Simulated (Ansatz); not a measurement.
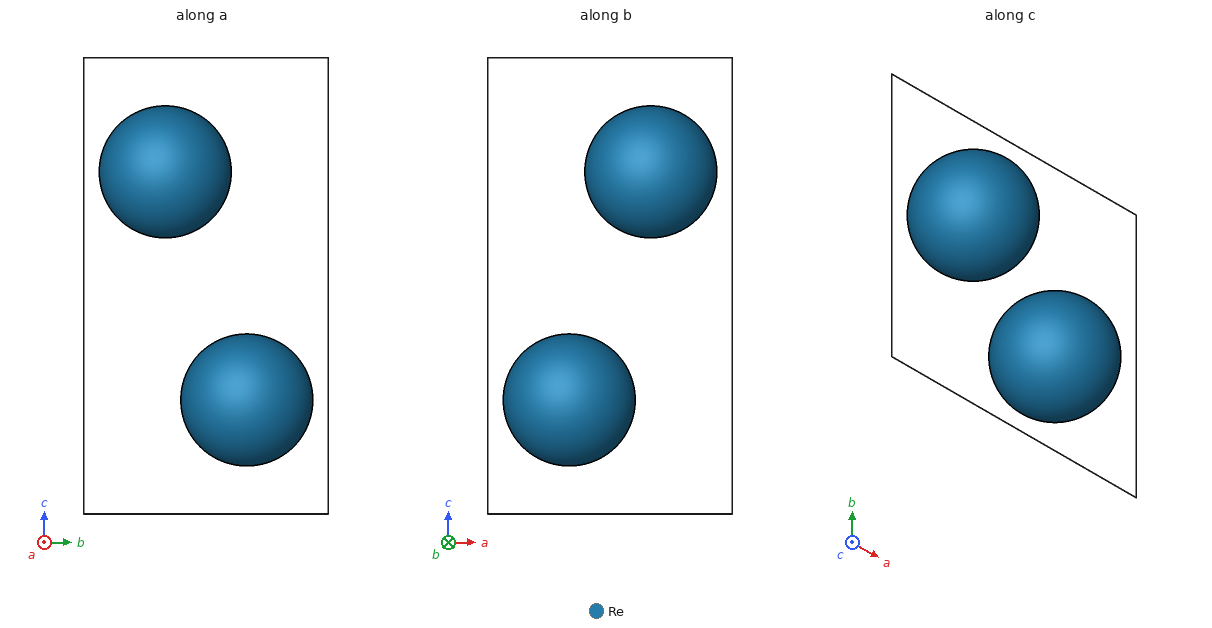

Spheres-only drawing of the structure, looking along the a axis, along the b axis and along the c axis. The edges of the conventional unit cell are marked.

Lattice parameters: a = 2.8901 Å, b = 2.8901 Å, c = 4.6657 Å, α = 90.000°, β = 90.000°, γ = 120.000°.

**Set out the cell and atoms as a CIF with its space group and independent sites.**

```cif
data_structure
_symmetry_space_group_name_H-M 'P 63/m m c'
_symmetry_Int_Tables_number 194
_cell_length_a 2.8901
_cell_length_b 2.8901
_cell_length_c 4.6657
_cell_angle_alpha 90.000
_cell_angle_beta 90.000
_cell_angle_gamma 120.000
_cell_volume 33.75
loop_
_atom_site_label
_atom_site_type_symbol
_atom_site_symmetry_multiplicity
_atom_site_Wyckoff_symbol
_atom_site_fract_x
_atom_site_fract_y
_atom_site_fract_z
_atom_site_occupancy
Re1 Re 2 c 0.6667 0.3333 0.7500 1
```

Source of the structure: a structure type filled with this element by a generator (whether the element takes this form wasn't checked). Earlier steps of the study may have refined or changed the cell and positions. It was run through Ansatz as a DFT input.

At this level of theory the cell isn't at rest (stretched, at -31 GPa), so its distances can differ from those at equilibrium, the more so the softer the solid.
